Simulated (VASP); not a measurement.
TiC

```
Ti C
1.0
     4.33144    2.16572   -2.16572
     0.00000    2.16572    2.16572
     0.00000   -2.16572    2.16572
Ti C
2 2
Direct
  0.99938 0.00000 0.00127
  0.49938 0.50000 0.00127
  0.50357 0.00121 0.50185
  0.00357 0.50121 0.50185
```

Space group Cm; a structure from a database of computed crystals, not necessarily the ambient phase; changed on purpose from its base cell (atoms moved at random by about 0.02 A).

The calculation used VASP 6.6.1, Kohn-Sham DFT of a periodic cell, PW91, VASP PAW PBE potentials, gw, light.

> Predict the valence pseudo-density and electron localisation function between the atoms.

Ti–C (2.18 Å): the density is about 0.5 e/Å³ at the midpoint; the ELF peaks at about 0.80 in the valence shell of C, 0.7 Å from its nucleus, and is about 0.30 at the midpoint.

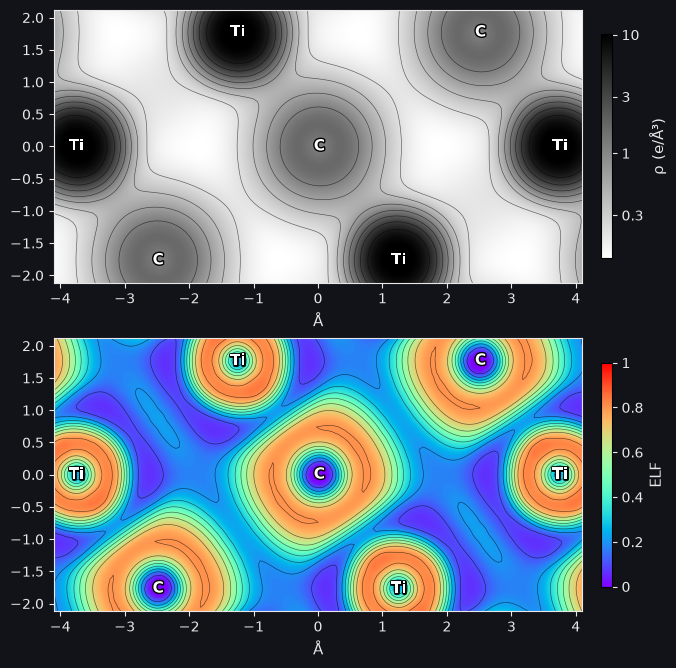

Computed valence pseudo-density and electron localisation function on the (111) plane of the conventional cell, in this order. 

In a PAW calculation such maps are meaningful between the atoms, not at the nuclei.
